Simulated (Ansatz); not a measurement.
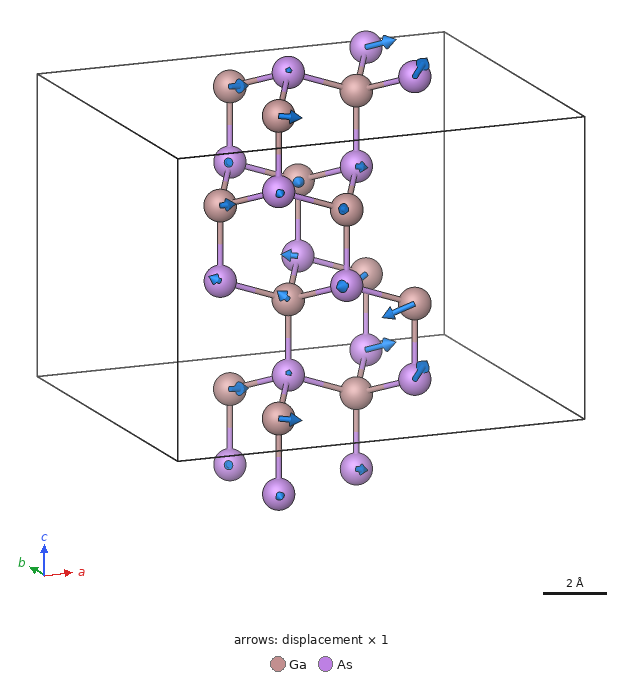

This is a relaxation of a wire of composition GaAs. The starting structure is drawn; blue arrows show the displacements (the part carried along by the change of the cell is left out), at their true length.

Style: ball-and-stick. Shown: the cell of the calculation, with the vacuum cut short, slightly off an axis.

Case: wire along [1 1 1], 18 atoms a period.

The calculation used DFT PBE, scalar-relativistic, plane waves, PAW in Ansatz 0.2.0. (plane-wave cutoff 420 eV; k-point mesh 1 × 1 × 6; occupations gaussian; smearing width 0.05 eV; collinear spin; cell relaxed at fixed a, b, alpha, beta, gamma; force threshold 0.02 eV/Å; at most 45 steps)

What happened in the run?

Answer. After 16 accepted moves (19 points after the start) the energy has fallen by 5.440 eV per cell of the calculation. Largest force component: 0.93 eV/Å at the start, 0.012 eV/Å at the end. The line search rejected the trial steps at points 11, 14 of the run. At 1 point the geometry stayed and the basis and grid were re-selected for the new cell (energy shift of 3.7 meV per cell of the calculation at most each time). The largest moves relative to the centre of the atoms, 1.16 Å, are those of Ga atoms. Largest moves by element: Ga 1.16 Å, As 1.13 Å. Along the periodic axis the drawn cell goes c 9.951 → 9.496 Å (−4.6 %). Some distances before and after: As–As 4.063 → 2.530 Å, As–Ga 2.488 → 2.343 Å, As–Ga 2.488 → 2.602 Å, As–Ga 2.488 → 2.378 Å. Bond angles that change, for instance: As–Ga–As 109.5° → 171.0°, As–Ga–As 109.5° → 59.2°, As–Ga–As 109.5° → 137.9°. The program noted that the starting moments weren't kept. The run may lie on a higher electronic state than the lowest, so the end point isn't shown to be the ground-state structure.
